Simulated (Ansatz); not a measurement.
Input file:

```
crystal:
  lattice:
    - [2.7378842315, 0.0, 0.0]
    - [-1.3689421157, 2.3710772971, 0.0]
    - [0.0, 0.0, 4.5718536054]
  atoms:
    - { symbol: Al, position: [0.6666666667, 0.3333333333, 0.75] }
    - { symbol: Al, position: [0.3333333333, 0.6666666667, 0.25] }
basis:
  ecutwfc: 500
kpoints:
  mp_grid: { grid: [24, 24, 14] }
hamiltonian:
  xc: r2scan
scf:
  occupations: { method: gaussian, width: 0.15 }
output:
  forces: true
  stress: true
  eigenvalues: true
  write_density: true
  write_potential: true
  elf: true
  volumetric_format: npy
```

Run with:

```sh
ansatz run input.yaml --threads 2 --pin off --max-ram 5120MiB --backend cpu --events-out ev --progress --plain --runs-dir out
```

Below, planes, directions and counts refer to the conventional cell (a = 2.74 Å, b = 2.74 Å, c = 4.57 Å, α = 90.00°, β = 90.00°, γ = 120.00°).

Space group P6₃/mmc; a structure from a database of computed crystals, not necessarily the ambient phase; changed on purpose from its base cell (strain -0.025 along x and y, -0.025 along z, atoms carried along); computed pressure about 8 GPa in this cell.

Level of theory: DFT r2SCAN, scalar-relativistic, plane waves, PAW (Ansatz).

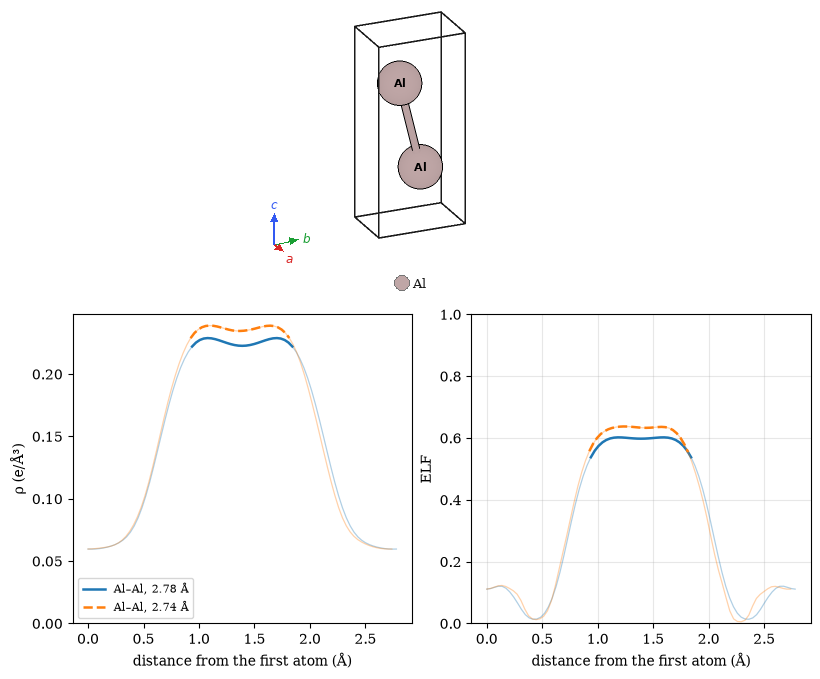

Al. Valence pseudo-density and electron localisation function along straight lines between neighbouring atoms. Thin, pale parts lie inside the atomic spheres. The structure is drawn too.

The density is the valence pseudo-density of a PAW calculation; it isn't the true density close to the nuclei.

> Compare the contacts.

Al–Al (2.78 Å): ρ is about 0.22 e/Å³ halfway; the ELF peaks at about 0.60 between the atoms.
Al–Al (2.74 Å): ρ at the midpoint is about 0.23 e/Å³; the ELF peaks at about 0.65 between the atoms.
